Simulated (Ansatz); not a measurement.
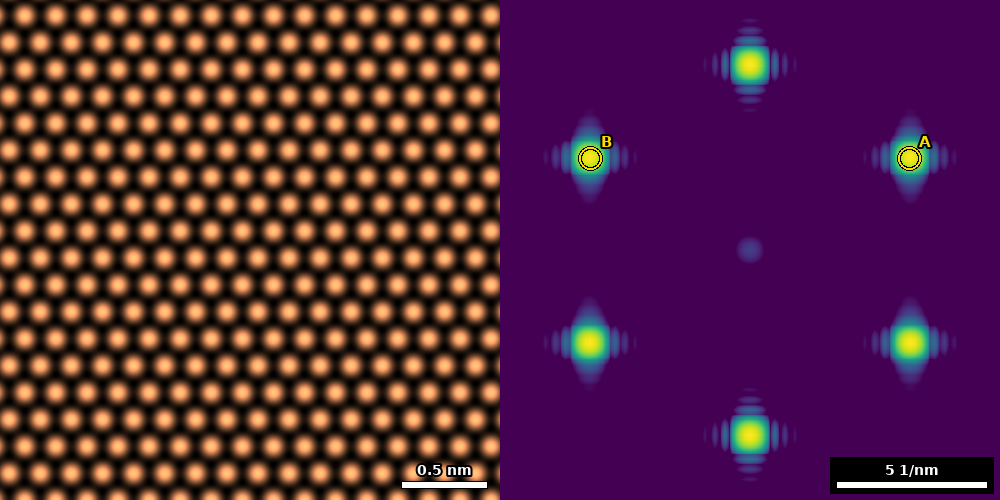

Z-contrast image of Ni (Pm-3m, No. 221) along [111]. Simulation: incoherent imaging, intensity Z^1.7 per atom, probe width 1.26 Å, thin sample. The probe carries 25 % of its weight in a tail 2.5 times as wide. Model: coordinates from a relaxation with DFT, PBEsol, plane waves (420 eV) with PAW, scalar-relativistic (Ansatz); the starting structure was generated, so it need not be a known form of this composition.

The right panel is the modulus of the image's Fourier transform on a logarithmic scale.

a = 2.285 Å, b = 2.285 Å, c = 2.285 Å, α = 90.00°, β = 90.00°, γ = 90.00°

Question: Index the marked spots and give their plane spacings (the zone axis points at the viewer; indices equivalent by symmetry, or all signs reversed, are as good).

Answer: A: (-1 1 0), d = 1.62 Å; B: (0 -1 1), d = 1.62 Å. A and B enclose 120°, and every spot obeys the zone law hu + kv + lw = 0 for [111].
